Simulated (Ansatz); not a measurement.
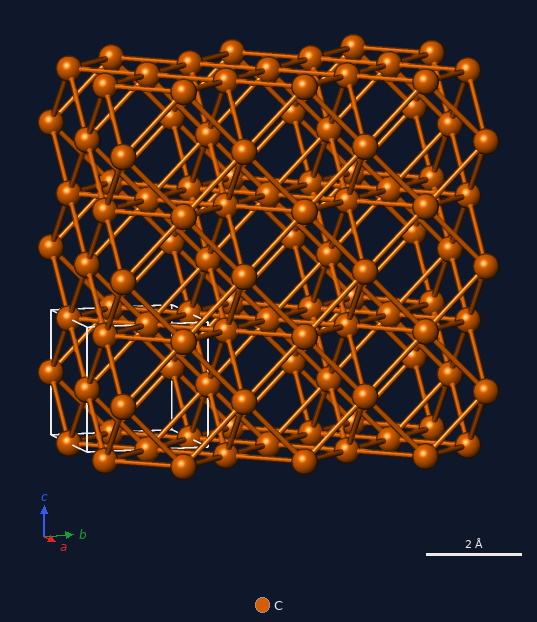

Figure 1. The input geometry (ball-and-stick view of the cell of the calculation, repeated 2 × 3 × 3, seen slightly off an axis). An atom can appear more than once, as a periodic image. Near neighbours in the periodic cell (some may lie outside the picture): C has 8 C at 1.88 Å.

Geometry relaxation, with input and output: C (part 1 of 2)

- system: C (3 atoms in the cell)
- method: DFT PBE, scalar-relativistic, plane waves, PAW, no spin polarisation (Ansatz 0.2.0)

The structure was made by a generator, so it may or may not be a known phase.

### The input
```yaml
crystal:
  lattice:
    - [2.658464219, 0.0, 0.0]
    - [0.0, 2.658464219, 0.0]
    - [0.0, 0.0, 2.658464219]
  atoms:
    - { symbol: C, position: [0.5, 0.0, 0.0] }
    - { symbol: C, position: [0.0, 0.5, 0.0] }
    - { symbol: C, position: [0.0, 0.0, 0.5] }
basis:
  ecutwfc: 420
kpoints:
  mp_grid: { grid: [18, 18, 18] }
hamiltonian:
  xc: pbe
scf:
  occupations: { method: gaussian, width: 0.1 }
output:
  forces: true
  stress: true
  eigenvalues: true
  write_density: true
  write_potential: true
  elf: true
  volumetric_format: npy
relax:
  adjacent_minimum: "off"
  f_tol: 0.01
  max_steps: 80
  cell: { stress_tol: 0.05 }
```

Hardware: 1 thread of Intel Xeon @ 2.50GHz (Skylake/Cascade Lake), 189 GiB of memory available, shared host.

Launched with:
```bash
ansatz run input.yaml --threads 1 --pin off --max-ram 2560MiB --backend cpu --events-out ev --progress --plain --runs-dir out
```

### What the program printed
```
Engine: ansatz 0.2.0, x86_64-unknown-linux-gnu
Pseudopotentials: kind: paw
Pseudopotential: C, paw, valence charge 4, recommended cutoff 420 eV (normal), C.paw.azcp
Functional definition: PBE
  parameter kappa = 0.804
  parameter beta = 0.06672455060314922
  exchange = pbe_x(kappa = kappa, mu = beta*pi^2/3)
  correlation = pbe_c(beta = beta)
Crystal: 3 atoms, lattice volume = 18.789 Å³
Basis set: ecut = 420 eV, 365 PW (Γ), exchange–correlation on 36×36×36 points (8 copies of the dense FFT grid, shifted against one another)
Bands: 10, of which v1, the nominal top of the filled ones, is band 6 counted from 1 (5 counted from 0)
Symmetry: 48 space group operations
Space group: Pm-3m (ITA 221), of the structure as read, at distance tolerance 2.7e-5 Å
k-points: 220 of 5832
Non-local potential: C, projectors of the file, l = 0: 2, l = 1: 2, l = 2: 1
PAW form: soft (Blöchl's): semilocal exchange-correlation on the pseudo side does not see the compensation charge
PAW one-centre angular grid: C, 110 points (default); XC on 64 Gauss nodes
Initial density: superposition of atomic densities (neutral atoms: chi_scale 0, normalization atom), corrected by the library's trained network
Initial wavefunctions: pseudopotential atomic-orbital guess
Functional: x = pbe(κ = 0.804, μ = 0.2195149727645171), c = pbe(β = 0.06672455060314922)
SCF iter   1: F=—  HF=-741.878538 eV  |F-HF|=—  |Δ(HF+E_count)|=         —  Δρ=1.84e-2  dr2=6.92e-2  ethr=1.77e-3  ⟨swp⟩=5.5  Hψ=13025  notcnv=0
preconditioner: auto → none  [metal: Δε(μ)=0.038 eV  Ē_g=13.126 eV  σ=0.100 eV  W_gap=0.21  n_scr=6 (ndim 8)  ℏωp=29.7 eV  f_vac=0.003  D(μ)=1.27/eV (n_scr^D=18)  sad-step TF]
SCF iter   2: F=—  HF=-741.862792 eV  |F-HF|=—  |Δ(HF+E_count)|=   1.57e-2  Δρ=1.10e-2  dr2=2.86e-2  ethr=5.77e-4  ⟨swp⟩=1.2  Hψ=3994  notcnv=0
SCF iter   3: F=—  HF=-741.854066 eV  |F-HF|=—  |Δ(HF+E_count)|=   8.73e-3  Δρ=1.65e-3  dr2=3.11e-4  ethr=2.38e-4  ⟨swp⟩=2.1  Hψ=4069  notcnv=0
SCF iter   4: F=—  HF=-741.854255 eV  |F-HF|=—  |Δ(HF+E_count)|=   1.89e-4  Δρ=2.67e-4  dr2=1.14e-5  ethr=2.59e-6  ⟨swp⟩=2.1  Hψ=3423  notcnv=0
SCF iter   5: F=—  HF=-741.854329 eV  |F-HF|=—  |Δ(HF+E_count)|=   7.35e-5  Δρ=2.66e-5  dr2=8.55e-8  ethr=9.53e-8  ⟨swp⟩=2.6  Hψ=3515  notcnv=0  defer=2
SCF iter   6: F=-741.854329 eV  HF=-741.854329 eV  |F-HF|=3.37e-10  |Δ(HF+E_count)|=   5.74e-9  Δρ=2.02e-6  dr2=3.39e-10  ethr=7.12e-10  ⟨swp⟩=6.2  Hψ=12835  notcnv=0
the search or the solves at the SCF's close seem to have found levels that the self-consistency loop had missed (the run counts 1). By its estimate they hold under 1e-12 electrons; where the run keeps them, the occupations were computed again with them
SCF 1 converged in 6 iterations: F = -741.854329 eV  dr2 = 3.39e-10
  greatest PAW one-centre occupation: 0.662 electrons in one spin orbital (limit 2), on the C atom at site 2 (counted from 0), in its partial waves of l = 0
relax step   1: F+E_penalty+E_count = -741.85432899 eV  Δ(F+E_penalty+E_count) = +0.000e0 eV  max|allowed force component| = 1.041e-30 eV/Å  Δτ_max = 0.0000 Å  P = -6.196 GPa  Ω = 18.789 Å³  (6 SCF iters, dr2 threshold 1.00e-7 eV, accepted)
Crystal: 3 atoms, lattice volume = 18.580 Å³
Initial density: handed on by an earlier stage of this run
Initial wavefunctions: those handed on with the density
iter 1 solved again at ethr=1.74e-6 eV; its pass at ethr=3.10e-3 eV (dr2=2.08e-4 eV) is discarded
SCF iter   1: F=—  HF=-741.862348 eV  |F-HF|=—  |Δ(HF+E_count)|=         —  Δρ=1.14e-3  dr2=1.84e-4  ethr=1.74e-6  ⟨swp⟩=1.8  Hψ=16290  notcnv=0
preconditioner: auto → none  [metal: Δε(μ)=0.005 eV  Ē_g=13.242 eV  σ=0.100 eV  W_gap=0.03  n_scr=6 (ndim 8)  ℏωp=29.8 eV  f_vac=0.000  D(μ)=1.20/eV (n_scr^D=18)]
SCF iter   2: F=—  HF=-741.862430 eV  |F-HF|=—  |Δ(HF+E_count)|=   8.23e-5  Δρ=5.61e-4  dr2=4.18e-5  ethr=1.53e-6  ⟨swp⟩=1.1  Hψ=2263  notcnv=0
iter 3 did not close the SCF: its close was put off for the readings that it lacked (scf_convergence_deferred on its scf_iter line)
SCF iter   3: F=-741.862441 eV  HF=-741.862441 eV  |F-HF|=1.60e-7  |Δ(HF+E_count)|=   1.07e-5  Δρ=3.74e-5  dr2=1.57e-7  ethr=3.49e-7  ⟨swp⟩=2.3  Hψ=3547  notcnv=0
iter 4 did not close the SCF: its close was put off for the readings that it lacked (scf_convergence_deferred on its scf_iter line)
SCF iter   4: F=-741.862441 eV  HF=-741.862441 eV  |F-HF|=5.82e-9  |Δ(HF+E_count)|=   1.75e-7  Δρ=6.08e-6  dr2=3.73e-9  ethr=1.31e-9  ⟨swp⟩=2.2  Hψ=3412  notcnv=0
iter 5 did not close the SCF: its close was put off for the readings that it lacked (scf_convergence_deferred on its scf_iter line)
SCF iter   5: F=-741.862441 eV  HF=-741.862441 eV  |F-HF|=6.51e-11  |Δ(HF+E_count)|=   6.72e-9  Δρ=5.87e-7  dr2=2.53e-11  ethr=3.11e-11  ⟨swp⟩=2.1  Hψ=3453  notcnv=0
SCF iter   6: F=-741.862441 eV  HF=-741.862441 eV  |F-HF|=0.00e0  |Δ(HF+E_count)|=  7.59e-11  Δρ=4.05e-8  dr2=3.88e-13  ethr=1.00e-12  ⟨swp⟩=4.0  Hψ=9957  notcnv=0
SCF 2 converged in 6 iterations: F = -741.862441 eV  dr2 = 3.88e-13
  greatest PAW one-centre occupation: 0.659 electrons in one spin orbital (limit 2), on the C atom at site 2 (counted from 0), in its partial waves of l = 0
relax step   2: F+E_penalty+E_count = -741.86244085 eV  Δ(F+E_penalty+E_count) = -8.112e-3 eV  max|allowed force component| = 2.520e-31 eV/Å  Δτ_max = 0.0000 Å  P = -4.836 GPa  Ω = 18.580 Å³  energy of the carried Pulay correction = +9.370e-4 eV  (6 SCF iters, dr2 threshold 3.00e-7 eV, accepted)
Crystal: 3 atoms, lattice volume = 17.876 Å³
iter 1 solved again at ethr=2.16e-5 eV; its pass at ethr=3.10e-3 eV (dr2=2.59e-3 eV) is discarded
SCF iter   1: F=—  HF=-741.874669 eV  |F-HF|=—  |Δ(HF+E_count)|=         —  Δρ=4.13e-3  dr2=2.47e-3  ethr=2.16e-5  ⟨swp⟩=1.1  Hψ=16473  notcnv=0
preconditioner: auto → none  [metal: Δε(μ)=0.050 eV  Ē_g=13.685 eV  σ=0.100 eV  W_gap=0.27  n_scr=6 (ndim 8)  ℏωp=30.4 eV  f_vac=0.000  D(μ)=0.87/eV (n_scr^D=6)]
SCF iter   2: F=—  HF=-741.874583 eV  |F-HF|=—  |Δ(HF+E_count)|=   8.60e-5  Δρ=1.99e-3  dr2=5.28e-4  ethr=2.06e-5  ⟨swp⟩=1.3  Hψ=2469  notcnv=0
SCF iter   3: F=—  HF=-741.874683 eV  |F-HF|=—  |Δ(HF+E_count)|=   9.96e-5  Δρ=1.51e-4  dr2=3.08e-6  ethr=4.40e-6  ⟨swp⟩=2.1  Hψ=3536  notcnv=0
SCF iter   4: F=—  HF=-741.874765 eV  |F-HF|=—  |Δ(HF+E_count)|=   8.17e-5  Δρ=2.38e-5  dr2=5.06e-8  ethr=2.57e-8  ⟨swp⟩=2.3  Hψ=3457  notcnv=0
iter 5 did not close the SCF: its close was put off for the readings that it lacked (scf_convergence_deferred on its scf_iter line)
SCF iter   5: F=-741.874765 eV  HF=-741.874765 eV  |F-HF|=6.02e-10  |Δ(HF+E_count)|=   9.02e-8  Δρ=2.17e-6  dr2=3.40e-10  ethr=4.21e-10  ⟨swp⟩=2.1  Hψ=3433  notcnv=0
SCF iter   6: F=-741.874765 eV  HF=-741.874765 eV  |F-HF|=1.36e-12  |Δ(HF+E_count)|=  7.26e-10  Δρ=1.73e-7  dr2=4.25e-12  ethr=2.83e-12  ⟨swp⟩=4.5  Hψ=10733  notcnv=0
SCF 3 converged in 6 iterations: F = -741.874765 eV  dr2 = 4.25e-12
  greatest PAW one-centre occupation: 0.651 electrons in one spin orbital (limit 2), on the C atom at site 1 (counted from 0), in its partial waves of l = 0
relax step   3: F+E_penalty+E_count = -741.87476463 eV  Δ(F+E_penalty+E_count) = -1.232e-2 eV  max|allowed force component| = 1.003e-30 eV/Å  Δτ_max = 0.0000 Å  P = +1.015 GPa  Ω = 17.876 Å³  energy of the carried Pulay correction = +4.187e-3 eV  (6 SCF iters, dr2 threshold 3.00e-7 eV, accepted)
Crystal: 3 atoms, lattice volume = 17.981 Å³
iter 1 solved again at ethr=5.92e-7 eV; its pass at ethr=3.10e-3 eV (dr2=7.11e-5 eV) is discarded
SCF iter   1: F=—  HF=-741.874538 eV  |F-HF|=—  |Δ(HF+E_count)|=         —  Δρ=6.48e-4  dr2=6.29e-5  ethr=5.92e-7  ⟨swp⟩=1.6  Hψ=15526  notcnv=0
preconditioner: auto → none  [metal: Δε(μ)=0.057 eV  Ē_g=13.626 eV  σ=0.100 eV  W_gap=0.31  n_scr=6 (ndim 8)  ℏωp=30.3 eV  f_vac=0.000  D(μ)=0.90/eV (n_scr^D=6)]
SCF iter   2: F=—  HF=-741.874615 eV  |F-HF|=—  |Δ(HF+E_count)|=   7.70e-5  Δρ=3.12e-4  dr2=1.35e-5  ethr=5.24e-7  ⟨swp⟩=1.3  Hψ=2463  notcnv=0
iter 3 did not close the SCF: its close was put off for the readings that it lacked (scf_convergence_deferred on its scf_iter line)
SCF iter   3: F=-741.874617 eV  HF=-741.874617 eV  |F-HF|=6.55e-8  |Δ(HF+E_count)|=   2.45e-6  Δρ=2.35e-5  dr2=6.91e-8  ethr=1.13e-7  ⟨swp⟩=2.3  Hψ=3563  notcnv=0
iter 4 did not close the SCF: its close was put off for the readings that it lacked (scf_convergence_deferred on its scf_iter line)
SCF iter   4: F=-741.874617 eV  HF=-741.874617 eV  |F-HF|=1.79e-9  |Δ(HF+E_count)|=   7.11e-8  Δρ=3.55e-6  dr2=1.14e-9  ethr=5.76e-10  ⟨swp⟩=2.3  Hψ=3411  notcnv=0
iter 5 did not close the SCF: its close was put off for the readings that it lacked (scf_convergence_deferred on its scf_iter line)
SCF iter   5: F=-741.874617 eV  HF=-741.874617 eV  |F-HF|=1.72e-11  |Δ(HF+E_count)|=   2.12e-9  Δρ=3.11e-7  dr2=6.73e-12  ethr=9.53e-12  ⟨swp⟩=2.1  Hψ=3440  notcnv=0
SCF iter   6: F=-741.874617 eV  HF=-741.874617 eV  |F-HF|=1.14e-13  |Δ(HF+E_count)|=  1.99e-11  Δρ=2.42e-8  dr2=8.48e-14  ethr=1.00e-12  ⟨swp⟩=4.2  Hψ=9438  notcnv=0
SCF 4 converged in 6 iterations: F = -741.874617 eV  dr2 = 8.48e-14
  greatest PAW one-centre occupation: 0.652 electrons in one spin orbital (limit 2), on the C atom at site 2 (counted from 0), in its partial waves of l = 0
relax step   4: F+E_penalty+E_count = -741.87461726 eV  Δ(F+E_penalty+E_count) = +1.474e-4 eV  max|allowed force component| = 6.464e-31 eV/Å  Δτ_max = 0.0000 Å  P = +0.043 GPa  Ω = 17.981 Å³  energy of the carried Pulay correction = +3.696e-3 eV  (6 SCF iters, dr2 threshold 3.00e-7 eV, accepted)
Initial wavefunctions: pseudopotential atomic-orbital guess (no wavefunctions were taken with the density)
iter 1 solved again at ethr=1.17e-7 eV; its pass at ethr=3.10e-3 eV (dr2=1.40e-5 eV) is discarded
SCF iter   1: F=—  HF=-741.870942 eV  |F-HF|=—  |Δ(HF+E_count)|=         —  Δρ=2.38e-4  dr2=1.45e-6  ethr=1.17e-7  ⟨swp⟩=3.0  Hψ=19318  notcnv=0
preconditioner: auto → none  [metal: Δε(μ)=0.055 eV  Ē_g=13.625 eV  σ=0.100 eV  W_gap=0.30  n_scr=6 (ndim 8)  ℏωp=30.3 eV  f_vac=0.000  D(μ)=0.90/eV (n_scr^D=6)]
SCF iter   2: F=—  HF=-741.871024 eV  |F-HF|=—  |Δ(HF+E_count)|=   8.17e-5  Δρ=1.19e-4  dr2=3.27e-7  ethr=1.21e-8  ⟨swp⟩=2.0  Hψ=3528  notcnv=0
SCF iter   3: F=—  HF=-741.871025 eV  |F-HF|=—  |Δ(HF+E_count)|=   9.72e-7  Δρ=6.44e-6  dr2=1.37e-9  ethr=2.73e-9  ⟨swp⟩=2.0  Hψ=3442  notcnv=0
iter 4 did not close the SCF: its close was put off for the readings that it lacked (scf_convergence_deferred on its scf_iter line)
SCF iter   4: F=-741.871025 eV  HF=-741.871025 eV  |F-HF|=1.02e-12  |Δ(HF+E_count)|=   3.08e-9  Δρ=4.32e-7  dr2=1.72e-11  ethr=1.14e-11  ⟨swp⟩=2.4  Hψ=3508  notcnv=0
iter 5 did not close the SCF: its close was put off for the readings that it lacked (scf_convergence_deferred on its scf_iter line)
SCF iter   5: F=-741.871025 eV  HF=-741.871025 eV  |F-HF|=1.14e-13  |Δ(HF+E_count)|=  1.82e-12  Δρ=5.17e-8  dr2=1.31e-13  ethr=1.00e-12  ⟨swp⟩=1.0  Hψ=2201  notcnv=0
SCF iter   6: F=-741.871025 eV  HF=-741.871025 eV  |F-HF|=2.27e-13  |Δ(HF+E_count)|=  2.27e-13  Δρ=9.98e-9  dr2=1.30e-14  ethr=1.00e-12  ⟨swp⟩=3.8  Hψ=8370  notcnv=0
SCF 5 converged in 6 iterations: F = -741.871025 eV  dr2 = 1.30e-14
  greatest PAW one-centre occupation: 0.652 electrons in one spin orbital (limit 2), on the C atom at site 0 (counted from 0), in its partial waves of l = 0
relax step   5: F+E_penalty+E_count = -741.87102463 eV  Δ(F+E_penalty+E_count) = +3.593e-3 eV  max|allowed force component| = 8.217e-31 eV/Å  Δτ_max = 0.0000 Å  P = -0.019 GPa  Ω = 17.981 Å³  stress off target by 1.94e-2 GPa  SCF on the basis re-selected at this cell (its energy is not comparable with the rows above)  (6 SCF iters)
```
